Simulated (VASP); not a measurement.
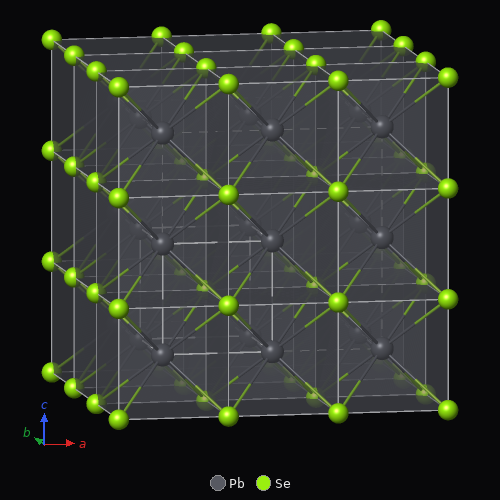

Polyhedra are drawn about Pb (bonds: Pb–Se below 3.7 Å); other atoms are plain spheres.

System PbSe (space group Pm-3m, No. 221); source of the atomic positions: coordinates from a relaxation with VASP 6.6.1, VASP Kohn-Sham DFT of a periodic cell, r2SCAN with D4, VASP PAW PBE potentials, recommended.

What figure surrounds each Pb atom, and what does it share with the other drawn polyhedra?

Pb: PbSe8 cube, sharing corners with eight neighbours, edges with twelve neighbours and faces with six neighbours.

How do these polyhedra hang together as a whole?

They form a three-dimensional framework of corner-, edge- and face-sharing cubes.

How far apart are the centres of linked polyhedra?

Centre to centre across a shared corner: 6.50 Å; across a shared edge: 5.30 Å; across a shared face: 3.75 Å.
